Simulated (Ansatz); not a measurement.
System PbS₂ (space group Fm-3m, No. 225); source of the atomic positions: the input geometry of an electronic-structure calculation (not necessarily at equilibrium); the starting structure was generated, so it need not be a known form of this composition.

```xyz
12
Lattice="6.7304 0.0000 0.0000 0.0000 6.7304 0.0000 0.0000 0.0000 6.7304" Properties=species:S:1:pos:R:3 pbc="T T T"
Pb    0.0000    0.0000    0.0000
S     1.6826    5.0478    5.0478
S     1.6826    1.6826    5.0478
Pb    0.0000    3.3652    3.3652
S     1.6826    1.6826    1.6826
S     1.6826    5.0478    1.6826
Pb    3.3652    0.0000    3.3652
S     5.0478    5.0478    1.6826
S     5.0478    1.6826    1.6826
Pb    3.3652    3.3652    0.0000
S     5.0478    1.6826    5.0478
S     5.0478    5.0478    5.0478
```

Bonds are taken as Pb–S below 3.3 Å. The graph is simplified in the usual way: terminal and isolated atoms are pruned, two-connected atoms become edges.

What net does this leave?

The result is a binodal (4,8)-connected, three-periodic net: S is a 4-connected node; Pb is an 8-connected node, in the ratio 2:1. It is the flu net, known from fluorite. It is a single net, without interpenetration.

```tsv
node	links	point symbol	coordination sequence
S	4	4⁶	4 22 24 82 64 182 124 322
Pb	8	4¹²·6¹²·8⁴	8 12 48 42 128 92 248 162
```

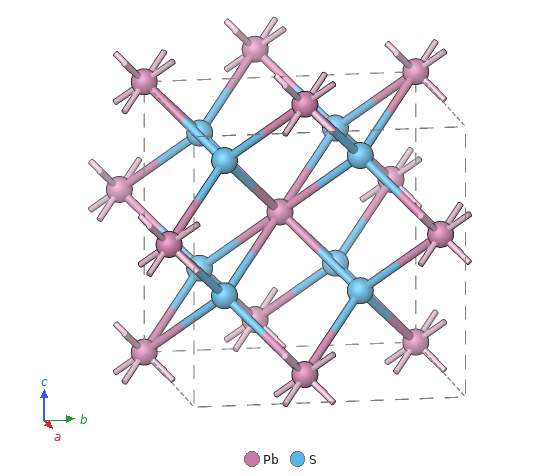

Nodes are coloured by topological kind. Edges to nodes outside the piece are drawn as stubs.
